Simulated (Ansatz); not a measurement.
**Fe$_{2}$Co: geometry relaxation (part 1 of 2)**

System: Fe$_{2}$Co (Fmmm, 3 atoms in the cell).
Method: DFT PBE, scalar-relativistic, plane waves, PAW, spin-polarised (Ansatz 0.2.0).

The structure was made by a generator, so it may or may not be a known phase. Figures and captions count atoms from 1; the log counts them from 0 in places.

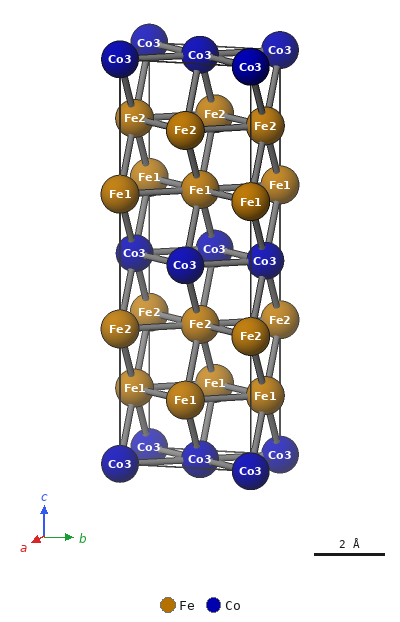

The starting structure (ball-and-stick view of the cell 4 times as large as that of the calculation, set on its symmetry axes, seen slightly off an axis; atoms are numbered from 1 in the order of the input). An atom can appear more than once, as a periodic image.

## Results in brief

```tsv
quantity	value
outcome	converged
space group (tolerance 0.01 Å)	Fmmm (69)
electrons treated	49
free energy	−14087.1797 eV
Fermi energy	18.188 eV
gap on the k-point mesh	none (metallic)
net moment of the cell	6.85 μB
integrated absolute moment	7.26 μB
pressure	0.07 GPa
final volume	34.55 Å³
largest force (length of the vector) at the end	0.004 eV/Å
final cell	a = 6.363 Å, b = 6.198 Å, c = 2.468 Å, α = 82.46°, β = 74.92°, γ = 22.61°
hardware	4 threads of Intel Xeon @ 2.50GHz (Skylake/Cascade Lake), 189 GiB of memory available, shared host
wall time	53 s (CPU time 2.5 min)
peak memory	0.54 GiB
```

## Input
```yaml
crystal:
  lattice:
    - [0.0, 1.98379829, 5.95139487]
    - [1.40275722, 0.0, 5.95139487]
    - [1.40275722, 1.98379829, 0.0]
  atoms:
    - { symbol: Fe, position: [0.66666667, 0.66666667, 0.33333333], spin: 4.0 }
    - { symbol: Fe, position: [0.33333333, 0.33333333, 0.66666667], spin: 4.0 }
    - { symbol: Co, position: [0.0, 0.0, 0.0], spin: 3.0 }
basis:
  ecutwfc: 420
kpoints:
  mp_grid: { grid: [8, 8, 8] }
hamiltonian:
  xc: pbe
scf:
  occupations: { method: gaussian, width: 0.1 }
  lower_state_search: "off"
output:
  forces: true
  stress: true
  eigenvalues: true
  populations: true
magnetization:
  spin_polarized: true
relax:
  adjacent_minimum: "off"
  f_tol: 0.04
  max_steps: 70
  cell: { stress_tol: 0.4 }
```

Run as:
```bash
ansatz run input.yaml --threads 4 --pin off --max-ram 8192MiB --backend cpu --events-out ev --progress --plain --runs-dir out
```

## Output
```
basis.fft_grid_basis auto: the FFT boxes are laid along the combinations [[1, -1, 0], [0, 1, 0], [0, 0, 1]] of the cell's own vectors, 2.430, 6.114 and 2.430 Å long. The dense box has 18×45×18 points. Along the cell's own vectors, as sized, it would have 45×45×18, 2.50 times as many. basis.fft_grid_basis: typed keeps the cell's own vectors: state it where this run's energies or levels are differenced outside the engine with another run's, or held beside a run that keeps those vectors.
Engine: ansatz 0.2.0, x86_64-unknown-linux-gnu
Pseudopotentials: kind: paw
Pseudopotential: Fe, paw, valence charge 16, recommended cutoff 420 eV (normal), Fe.paw.azcp
Pseudopotential: Co, paw, valence charge 17, recommended cutoff 420 eV (normal), Co.paw.azcp
Functional definition: PBE
  parameter kappa = 0.804
  parameter beta = 0.06672455060314922
  exchange = pbe_x(kappa = kappa, mu = beta*pi^2/3)
  correlation = pbe_c(beta = beta)
Crystal: 3 atoms, lattice volume = 33.123 Å³
Basis set: ecut = 420 eV, 629 PW (Γ), FFT grids on a1−a2, a2, a3, exchange–correlation on 36×90×36 points (8 copies of the dense FFT grid, shifted against one another)
Bands: 36, of which v1, the nominal top of the filled ones, is band 25 counted from 1 (24 counted from 0)
Symmetry: 8 space group operations
Space group: Fmmm (ITA 69), of the structure as read, at distance tolerance 3.2e-5 Å
Magnetic group: BNS 69.521 (UNI 619), of the structure as read, at distance tolerance 3.2e-5 Å
k-points: 95 of 512
Non-local potential: Fe, projectors of the file, l = 0: 3, l = 1: 2, l = 2: 3, l = 3: 1
Non-local potential: Co, projectors of the file, l = 0: 3, l = 1: 2, l = 2: 3, l = 3: 1
PAW form: soft (Blöchl's): semilocal exchange-correlation on the pseudo side does not see the compensation charge
PAW one-centre angular grid: Fe, 590 points (default); XC on 64 Gauss nodes
PAW one-centre angular grid: Co, 590 points (default); XC on 64 Gauss nodes
Initial density: superposition of atomic densities (chi_scale 0.1, normalization cell)
Starting moments: Σ|m| = 11 μB on 3 of 3 sites
Initial wavefunctions: pseudopotential atomic-orbital guess
Functional: x = pbe(κ = 0.804, μ = 0.2195149727645171), c = pbe(β = 0.06672455060314922)
iter 1 solved again at ethr=3.02e-3 eV; its pass at ethr=3.10e-3 eV (dr2=1.48e0 eV) is discarded
SCF iter   1: F=—  HF=-14086.414116 eV  |F-HF|=—  |Δ(HF+E_count)|=         —  Δρ=1.23e-1 (↑1.23e-1 ↓7.92e-2)  dr2=1.48e0  dr2_m=2.82e0  M=7.468 μB ∫|m|=7.688 μB  β_m=0.30  ethr=3.02e-3  ⟨swp⟩=1.1  Hψ=32165  notcnv=0
Mixer restart at iter 1: flushing history
preconditioner: auto → Kerker (q_TF=auto, 2.912 Å⁻¹)  [metal: Δε(μ)=0.015 eV  Ē_g=10.743 eV  σ=0.100 eV  W_gap=0.09  n_scr=12 (ndim 8)  ℏωp=32.3 eV  f_vac=0.000  D(μ)=1.72/eV (n_scr^D=12)]
spin=Collinear: Kerker preconditioning applied to the charge; magnetization (m = ρ↑ − ρ↓) channel mixes plain (no charge-response kernel on spin).
spin-set hold released at iteration 1 (the charge has settled, or the pull on large starting moments outlasts its swing): the magnetisation degrees of freedom join the quasi-Newton model from the next iteration; the mixer history was flushed
SCF iter   2: F=—  HF=-14086.700730 eV  |F-HF|=—  |Δ(HF+E_count)|=   2.87e-1  Δρ=8.33e-2 (↑8.33e-2 ↓7.27e-2)  dr2=4.71e-1  dr2_m=1.70e0  M=7.308 μB ∫|m|=7.548 μB  β_m=0.57  ethr=3.02e-3  ⟨swp⟩=2.0  Hψ=9098  notcnv=0  defer=1
SCF iter   3: F=—  HF=-14087.171515 eV  |F-HF|=—  |Δ(HF+E_count)|=   4.71e-1  Δρ=7.64e-2 (↑4.51e-2 ↓7.64e-2)  dr2=3.64e0  dr2_m=4.70e-1  M=7.172 μB ∫|m|=7.480 μB  β_m=0.61  ethr=9.62e-4  ⟨swp⟩=2.5  Hψ=12217  notcnv=0  defer=578
SCF iter   4: F=—  HF=-14087.161368 eV  |F-HF|=—  |Δ(HF+E_count)|=   1.01e-2  Δρ=2.26e-2 (↑2.26e-2 ↓1.64e-2)  dr2=2.22e-1  dr2_m=5.97e-2  M=6.761 μB ∫|m|=7.127 μB  β_m=0.56  ethr=9.62e-4  ⟨swp⟩=3.0  Hψ=10863  notcnv=0  defer=655
SCF iter   5: F=—  HF=-14087.141072 eV  |F-HF|=—  |Δ(HF+E_count)|=   2.03e-2  Δρ=6.38e-3 (↑3.22e-3 ↓6.38e-3)  dr2=1.64e-2  dr2_m=1.47e-3  M=6.738 μB ∫|m|=7.119 μB  β_m=0.78  ethr=4.54e-4  ⟨swp⟩=2.4  Hψ=10698  notcnv=0  defer=665
SCF iter   6: F=—  HF=-14087.140020 eV  |F-HF|=—  |Δ(HF+E_count)|=   1.05e-3  Δρ=7.34e-3 (↑2.32e-3 ↓7.34e-3)  dr2=2.74e-2  dr2_m=2.56e-3  M=6.729 μB ∫|m|=7.104 μB  β_m=0.78  ethr=3.35e-5  ⟨swp⟩=2.0  Hψ=8868  notcnv=0  defer=665
SCF iter   7: F=—  HF=-14087.139810 eV  |F-HF|=—  |Δ(HF+E_count)|=   2.10e-4  Δρ=3.55e-3 (↑1.12e-3 ↓3.55e-3)  dr2=8.18e-3  dr2_m=4.78e-4  M=6.735 μB ∫|m|=7.108 μB  β_m=0.68  ethr=3.35e-5  ⟨swp⟩=1.0  Hψ=6174  notcnv=0  defer=665
SCF iter   8: F=—  HF=-14087.139488 eV  |F-HF|=—  |Δ(HF+E_count)|=   3.21e-4  Δρ=2.23e-4 (↑2.02e-4 ↓2.23e-4)  dr2=6.01e-5  dr2_m=8.04e-6  M=6.728 μB ∫|m|=7.099 μB  β_m=0.74  ethr=1.67e-5  ⟨swp⟩=1.0  Hψ=6174  notcnv=0  defer=665
SCF iter   9: F=—  HF=-14087.139497 eV  |F-HF|=—  |Δ(HF+E_count)|=   8.18e-6  Δρ=1.57e-4 (↑4.69e-5 ↓1.57e-4)  dr2=8.68e-6  dr2_m=1.33e-6  M=6.726 μB ∫|m|=7.096 μB  β_m=0.87  ethr=1.23e-7  ⟨swp⟩=1.5  Hψ=6751  notcnv=0  defer=665
SCF iter  10: F=—  HF=-14087.139496 eV  |F-HF|=—  |Δ(HF+E_count)|=   2.41e-8  Δρ=2.05e-5 (↑2.05e-5 ↓1.48e-5)  dr2=8.08e-7  dr2_m=2.36e-8  M=6.727 μB ∫|m|=7.096 μB  β_m=0.92  ethr=1.77e-8  ⟨swp⟩=1.0  Hψ=6205  notcnv=0  defer=665
SCF iter  11: F=—  HF=-14087.139497 eV  |F-HF|=—  |Δ(HF+E_count)|=   7.57e-8  Δρ=3.99e-5 (↑2.65e-5 ↓3.99e-5)  dr2=1.72e-6  dr2_m=3.20e-8  M=6.727 μB ∫|m|=7.096 μB  β_m=0.92  ethr=1.65e-9  ⟨swp⟩=1.8  Hψ=7115  notcnv=0  defer=665
SCF iter  12: F=—  HF=-14087.139497 eV  |F-HF|=—  |Δ(HF+E_count)|=   5.18e-8  Δρ=3.17e-5 (↑7.84e-6 ↓3.17e-5)  dr2=4.99e-7  dr2_m=4.40e-8  M=6.727 μB ∫|m|=7.096 μB  β_m=0.78  ethr=1.65e-9  ⟨swp⟩=1.2  Hψ=6214  notcnv=0  defer=665
SCF iter  13: F=—  HF=-14087.139496 eV  |F-HF|=—  |Δ(HF+E_count)|=   1.82e-8  Δρ=1.45e-5 (↑7.73e-6 ↓1.45e-5)  dr2=1.41e-7  dr2_m=1.07e-8  M=6.727 μB ∫|m|=7.096 μB  β_m=0.65  ethr=1.02e-9  ⟨swp⟩=1.0  Hψ=6176  notcnv=0  defer=665
SCF iter  14: F=-14087.139496 eV  HF=-14087.139496 eV  |F-HF|=4.05e-8  |Δ(HF+E_count)|=   6.77e-9  Δρ=8.08e-6 (↑3.24e-6 ↓8.08e-6)  dr2=4.37e-8  dr2_m=2.93e-9  M=6.727 μB ∫|m|=7.096 μB  ethr=2.04e-10  ⟨swp⟩=7.3  Hψ=24129  notcnv=0
SCF 1 converged in 14 iterations: F = -14087.139496 eV  dr2 = 4.37e-8
  greatest PAW one-centre occupation: 1.002 electrons in one spin orbital (limit 2), on the Fe atom at site 1 (counted from 0), in its partial waves of l = 1
relax step   1: F+E_penalty+E_count = -14087.13949644 eV  Δ(F+E_penalty+E_count) = +0.000e0 eV  max|allowed force component| = 1.782e-1 eV/Å  Δτ_max = 0.0000 Å  P = +8.833 GPa  Ω = 33.123 Å³  (14 SCF iters, dr2 threshold 1.00e-7 eV, accepted)
Crystal: 3 atoms, lattice volume = 33.920 Å³
Basis set: ecut = 420 eV, 667 PW (Γ), FFT grids on a1−a2, a2, a3, exchange–correlation on 36×90×36 points (8 copies of the dense FFT grid, shifted against one another)
Initial density: handed on by an earlier stage of this run
Starting moments: Σ|m| = 11 μB on 3 of 3 sites; this step starts from the density that it was given
Initial wavefunctions: those handed on with the density
iter 1 solved again at ethr=4.24e-5 eV; its pass at ethr=3.10e-3 eV (dr2=2.08e-2 eV) is discarded
SCF iter   1: F=—  HF=-14087.171484 eV  |F-HF|=—  |Δ(HF+E_count)|=         —  Δρ=6.48e-3 (↑6.48e-3 ↓5.74e-3)  dr2=2.10e-2  dr2_m=7.15e-3  M=6.759 μB ∫|m|=7.154 μB  β_m=0.30  ethr=4.24e-5  ⟨swp⟩=1.2  Hψ=30150  notcnv=0
preconditioner: auto → Kerker (q_TF=auto, 2.901 Å⁻¹)  [metal: Δε(μ)=0.005 eV  Ē_g=10.341 eV  σ=0.100 eV  W_gap=0.03  n_scr=12 (ndim 8)  ℏωp=31.9 eV  f_vac=0.000  D(μ)=1.57/eV (n_scr^D=12)]
spin=Collinear: Kerker preconditioning applied to the charge; magnetization (m = ρ↑ − ρ↓) channel mixes plain (no charge-response kernel on spin).
SCF iter   2: F=—  HF=-14087.171024 eV  |F-HF|=—  |Δ(HF+E_count)|=   4.60e-4  Δρ=4.76e-3 (↑4.76e-3 ↓4.22e-3)  dr2=7.48e-3  dr2_m=3.87e-3  M=6.777 μB ∫|m|=7.172 μB  β_m=0.31  ethr=4.24e-5  ⟨swp⟩=1.6  Hψ=7089  notcnv=0
SCF iter   3: F=—  HF=-14087.171206 eV  |F-HF|=—  |Δ(HF+E_count)|=   1.82e-4  Δρ=4.41e-3 (↑2.43e-3 ↓4.41e-3)  dr2=1.21e-2  dr2_m=2.18e-3  M=6.767 μB ∫|m|=7.160 μB  β_m=0.29  ethr=1.53e-5  ⟨swp⟩=2.1  Hψ=8310  notcnv=0
SCF iter   4: F=—  HF=-14087.171096 eV  |F-HF|=—  |Δ(HF+E_count)|=   1.10e-4  Δρ=1.35e-3 (↑1.11e-3 ↓1.35e-3)  dr2=3.43e-4  dr2_m=3.99e-4  M=6.781 μB ∫|m|=7.174 μB  β_m=0.42  ethr=1.53e-5  ⟨swp⟩=1.0  Hψ=6840  notcnv=0
SCF iter   5: F=—  HF=-14087.171211 eV  |F-HF|=—  |Δ(HF+E_count)|=   1.15e-4  Δρ=5.84e-4 (↑2.30e-4 ↓5.84e-4)  dr2=1.22e-4  dr2_m=1.79e-5  M=6.789 μB ∫|m|=7.180 μB  β_m=0.71  ethr=6.99e-7  ⟨swp⟩=2.0  Hψ=9035  notcnv=0
SCF iter   6: F=—  HF=-14087.171204 eV  |F-HF|=—  |Δ(HF+E_count)|=   6.83e-6  Δρ=1.15e-4 (↑1.15e-4 ↓7.27e-5)  dr2=5.69e-6  dr2_m=8.01e-7  M=6.789 μB ∫|m|=7.182 μB  β_m=0.85  ethr=2.50e-7  ⟨swp⟩=2.2  Hψ=8629  notcnv=0
SCF iter   7: F=—  HF=-14087.171206 eV  |F-HF|=—  |Δ(HF+E_count)|=   2.39e-6  Δρ=2.48e-4 (↑9.72e-5 ↓2.48e-4)  dr2=4.39e-5  dr2_m=1.87e-6  M=6.789 μB ∫|m|=7.181 μB  β_m=0.85  ethr=1.16e-8  ⟨swp⟩=2.0  Hψ=9148  notcnv=0
SCF iter   8: F=—  HF=-14087.171204 eV  |F-HF|=—  |Δ(HF+E_count)|=   1.76e-6  Δρ=1.57e-5 (↑1.57e-5 ↓7.46e-6)  dr2=3.29e-7  dr2_m=8.76e-9  M=6.789 μB ∫|m|=7.182 μB  β_m=0.79  ethr=1.16e-8  ⟨swp⟩=1.7  Hψ=7700  notcnv=0
SCF iter   9: F=—  HF=-14087.171204 eV  |F-HF|=—  |Δ(HF+E_count)|=   3.98e-8  Δρ=3.62e-5 (↑8.73e-6 ↓3.62e-5)  dr2=6.69e-7  dr2_m=6.77e-8  M=6.789 μB ∫|m|=7.182 μB  β_m=0.79  ethr=6.12e-10  ⟨swp⟩=3.5  Hψ=18984  notcnv=0
SCF iter  10: F=-14087.171204 eV  HF=-14087.171204 eV  |F-HF|=1.64e-8  |Δ(HF+E_count)|=   2.76e-8  Δρ=4.76e-6 (↑3.09e-6 ↓4.76e-6)  dr2=1.95e-8  dr2_m=6.74e-10  M=6.789 μB ∫|m|=7.182 μB  ethr=6.12e-10  ⟨swp⟩=2.1  Hψ=19136  notcnv=0
SCF 2 converged in 10 iterations: F = -14087.171204 eV  dr2 = 1.95e-8
relax step   2: F+E_penalty+E_count = -14087.17120439 eV  Δ(F+E_penalty+E_count) = -3.171e-2 eV  max|allowed force component| = 9.463e-2 eV/Å  Δτ_max = 0.0047 Å  P = +3.574 GPa  Ω = 33.920 Å³  energy of the carried Pulay correction = -6.598e-4 eV  (10 SCF iters, dr2 threshold 3.00e-7 eV, accepted)
Crystal: 3 atoms, lattice volume = 34.489 Å³
iter 1 solved again at ethr=2.61e-5 eV; its pass at ethr=3.10e-3 eV (dr2=1.28e-2 eV) is discarded
SCF iter   1: F=—  HF=-14087.178370 eV  |F-HF|=—  |Δ(HF+E_count)|=         —  Δρ=4.70e-3 (↑4.70e-3 ↓4.53e-3)  dr2=1.30e-2  dr2_m=4.19e-3  M=6.815 μB ∫|m|=7.225 μB  β_m=0.30  ethr=2.61e-5  ⟨swp⟩=1.5  Hψ=30215  notcnv=0
preconditioner: auto → Kerker (q_TF=auto, 2.893 Å⁻¹)  [metal: Δε(μ)=0.009 eV  Ē_g=10.207 eV  σ=0.100 eV  W_gap=0.05  n_scr=12 (ndim 8)  ℏωp=31.6 eV  f_vac=0.000  D(μ)=1.69/eV (n_scr^D=12)]
spin=Collinear: Kerker preconditioning applied to the charge; magnetization (m = ρ↑ − ρ↓) channel mixes plain (no charge-response kernel on spin).
SCF iter   2: F=—  HF=-14087.178223 eV  |F-HF|=—  |Δ(HF+E_count)|=   1.47e-4  Δρ=3.62e-3 (↑3.62e-3 ↓3.36e-3)  dr2=4.75e-3  dr2_m=2.30e-3  M=6.831 μB ∫|m|=7.240 μB  β_m=0.31  ethr=2.61e-5  ⟨swp⟩=1.3  Hψ=6988  notcnv=0
SCF iter   3: F=—  HF=-14087.178296 eV  |F-HF|=—  |Δ(HF+E_count)|=   7.24e-5  Δρ=3.36e-3 (↑1.89e-3 ↓3.36e-3)  dr2=7.25e-3  dr2_m=1.36e-3  M=6.823 μB ∫|m|=7.231 μB  β_m=0.26  ethr=9.69e-6  ⟨swp⟩=1.9  Hψ=8004  notcnv=0
SCF iter   4: F=—  HF=-14087.178240 eV  |F-HF|=—  |Δ(HF+E_count)|=   5.56e-5  Δρ=1.11e-3 (↑9.64e-4 ↓1.11e-3)  dr2=2.93e-4  dr2_m=2.99e-4  M=6.835 μB ∫|m|=7.241 μB  β_m=0.40  ethr=9.69e-6  ⟨swp⟩=1.0  Hψ=6840  notcnv=0
SCF iter   5: F=—  HF=-14087.178314 eV  |F-HF|=—  |Δ(HF+E_count)|=   7.35e-5  Δρ=4.88e-4 (↑1.89e-4 ↓4.88e-4)  dr2=7.75e-5  dr2_m=1.70e-5  M=6.843 μB ∫|m|=7.248 μB  β_m=0.70  ethr=5.98e-7  ⟨swp⟩=2.0  Hψ=8981  notcnv=0
SCF iter   6: F=—  HF=-14087.178306 eV  |F-HF|=—  |Δ(HF+E_count)|=   7.04e-6  Δρ=9.31e-5 (↑6.94e-5 ↓9.31e-5)  dr2=4.82e-6  dr2_m=9.02e-7  M=6.843 μB ∫|m|=7.249 μB  β_m=0.85  ethr=1.58e-7  ⟨swp⟩=1.6  Hψ=8975  notcnv=0
SCF iter   7: F=—  HF=-14087.178308 eV  |F-HF|=—  |Δ(HF+E_count)|=   1.41e-6  Δρ=1.92e-4 (↑7.66e-5 ↓1.92e-4)  dr2=2.58e-5  dr2_m=1.11e-6  M=6.843 μB ∫|m|=7.249 μB  β_m=0.85  ethr=9.83e-9  ⟨swp⟩=2.0  Hψ=10232  notcnv=0
SCF iter   8: F=—  HF=-14087.178307 eV  |F-HF|=—  |Δ(HF+E_count)|=   1.02e-6  Δρ=1.53e-5 (↑1.53e-5 ↓1.07e-5)  dr2=3.80e-7  dr2_m=4.51e-9  M=6.843 μB ∫|m|=7.249 μB  β_m=0.75  ethr=9.83e-9  ⟨swp⟩=1.3  Hψ=6954  notcnv=0
SCF iter   9: F=—  HF=-14087.178307 eV  |F-HF|=—  |Δ(HF+E_count)|=   1.80e-8  Δρ=2.93e-5 (↑6.38e-6 ↓2.93e-5)  dr2=4.23e-7  dr2_m=4.67e-8  M=6.843 μB ∫|m|=7.249 μB  β_m=0.75  ethr=6.12e-10  ⟨swp⟩=3.4  Hψ=18424  notcnv=0
SCF iter  10: F=-14087.178307 eV  HF=-14087.178307 eV  |F-HF|=7.40e-9  |Δ(HF+E_count)|=   1.51e-8  Δρ=3.02e-6 (↑2.52e-6 ↓3.02e-6)  dr2=8.97e-9  dr2_m=2.86e-10  M=6.843 μB ∫|m|=7.249 μB  ethr=6.12e-10  ⟨swp⟩=2.0  Hψ=19089  notcnv=0
SCF 3 converged in 10 iterations: F = -14087.178307 eV  dr2 = 8.97e-9
relax step   3: F+E_penalty+E_count = -14087.17830686 eV  Δ(F+E_penalty+E_count) = -7.102e-3 eV  max|allowed force component| = 2.044e-2 eV/Å  Δτ_max = 0.0049 Å  P = +0.299 GPa  Ω = 34.489 Å³  energy of the carried Pulay correction = -1.121e-3 eV  (10 SCF iters, dr2 threshold 3.00e-7 eV, accepted)
Crystal: 3 atoms, lattice volume = 34.545 Å³
iter 1 solved again at ethr=6.00e-7 eV; its pass at ethr=3.10e-3 eV (dr2=2.94e-4 eV) is discarded
```
